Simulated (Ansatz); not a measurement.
# SiMo$_{3}$: what the fields show

Input file:

```
crystal:
  lattice:
    - [0.0, 3.0995405396, 3.0995405396]
    - [3.0995405396, 0.0, 3.0995405396]
    - [3.0995405396, 3.0995405396, 0.0]
  atoms:
    - { symbol: Si, position: [0.0, 0.0, 0.0] }
    - { symbol: Mo, position: [0.75, 0.75, 0.75] }
    - { symbol: Mo, position: [0.25, 0.25, 0.25] }
    - { symbol: Mo, position: [0.5, 0.5, 0.5] }
basis:
  ecutwfc: 420
kpoints:
  mp_grid: { grid: [14, 14, 14] }
hamiltonian:
  xc: pbe
scf:
  occupations: { method: gaussian, width: 0.1 }
output:
  forces: true
  stress: true
  eigenvalues: true
  write_density: true
  write_potential: true
  elf: true
  volumetric_format: npy
relax:
  adjacent_minimum: "off"
  f_tol: 0.01
  max_steps: 80
  cell: { stress_tol: 0.05 }
```

Launched as:

```sh
ansatz run input.yaml --threads 1 --pin off --max-ram 2560MiB --backend cpu --events-out ev --progress --plain --runs-dir out
```

Below, planes, directions and counts refer to the conventional cell (a = 6.20 Å, b = 6.20 Å, c = 6.20 Å, α = 90.00°, β = 90.00°, γ = 90.00°).

Space group Fm-3m; a structure generated by program, which may or may not match a known phase; computed without spin polarisation.

These are results of DFT PBE, scalar-relativistic, plane waves, PAW (Ansatz), not measurements.

The density is the valence pseudo-density of a PAW calculation; it isn't the true density close to the nuclei.

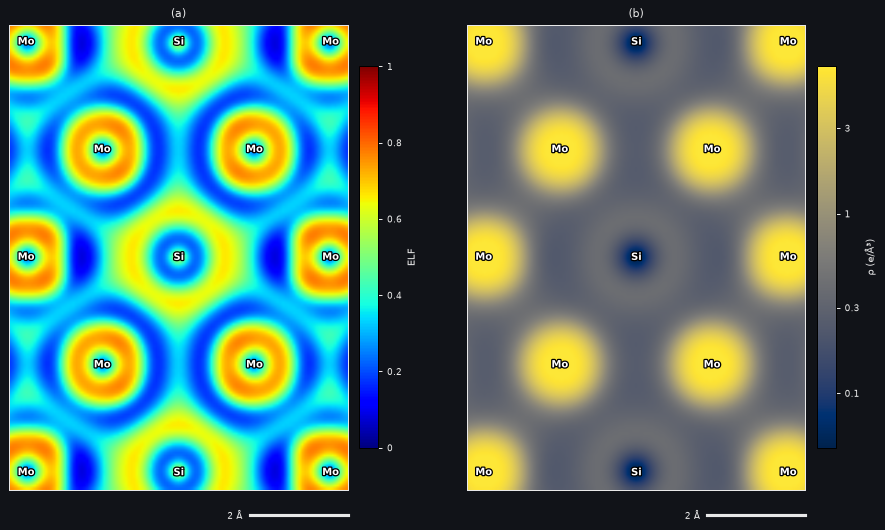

Figure 1. (a) electron localisation function; (b) valence charge density (pseudo) on the (011) plane of the conventional cell.

### Interpret the plot.

- Atoms in the plane: Si and Mo.
- Si–Mo (2.68 Å): ρ is about 0.32 e/Å³ halfway; the ELF peaks at about 0.65 in the valence shell of Si, 0.9 Å from its nucleus, and is about 0.30 at the midpoint.
- Mo–Mo (2.68 Å): ρ is about 0.42 e/Å³ halfway; the ELF is about 0.35 at the midpoint.
- Si–Mo (3.10 Å): ρ is about 0.23 e/Å³ halfway; the ELF peaks at about 0.65 in the valence shell of Si, 1.0 Å from its nucleus, and is about 0.35 at the midpoint.
- Between the atoms the lowest density in this plane is 0.23 e/Å³.
- The features right at Mo lie inside the PAW spheres, where the map follows smoothed inner orbitals and isn't to be read closely.

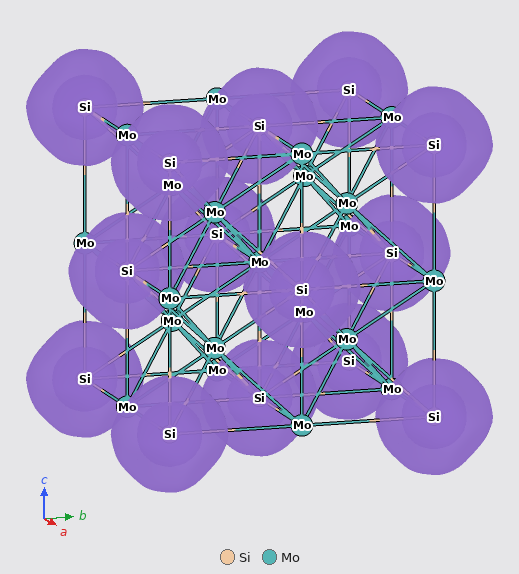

Figure 2. Isosurface of the ELF at 0.55 (purple), seen slightly off an axis. Core shells and regions of very low density are left out. Sticks mark near contacts.

### What do the ELF domains correspond to?

At this value the surface marks out four regions wrapped around Si (the valence shell of each), counted in one cell of 16 atoms. Any copies at cell faces, edges or corners count once.

### Metal or insulator at this level of theory?

It is metallic or semimetallic at this level of theory: no gap opens.
